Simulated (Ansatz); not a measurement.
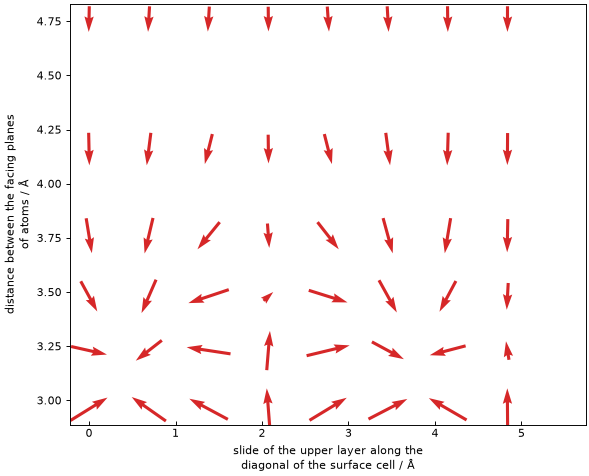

A bilayer of two P sheets (8 atoms in the cell). The upper layer of a bilayer is slid along a line and lifted, both layers rigid. The first coordinate is: slide of the upper layer along the diagonal of the surface cell, from P5 above P3; the second: distance between the facing planes of atoms. The scan uses an 8 × 6 grid. Points are written as (first, second). Level of theory: DFT PBE+D3(BJ), scalar-relativistic, plane waves, PAW in Ansatz. Settings: cutoff 420 eV, k-mesh 8×6×1, gaussian smearing 0.05 eV, no spin polarisation.

In the figure: arrows along the force (downhill), their lengths compressed.

The arrows alone are given. Where are the wells?

Answer. The arrows converge at about (0.51 Å, 3.09 Å); about (3.69 Å, 3.09 Å) (0.0029 J/m² up) (read from the interpolated surface).

The energy map of the same scan:

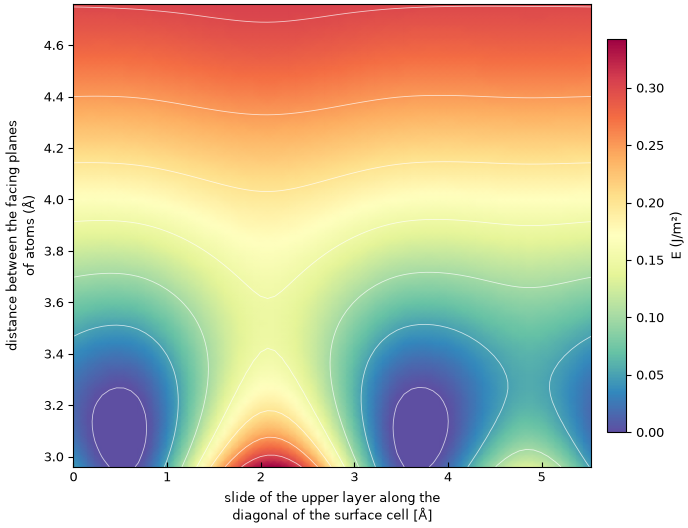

Energies are in J/m², from the lowest grid point; between grid points the surface is interpolated.
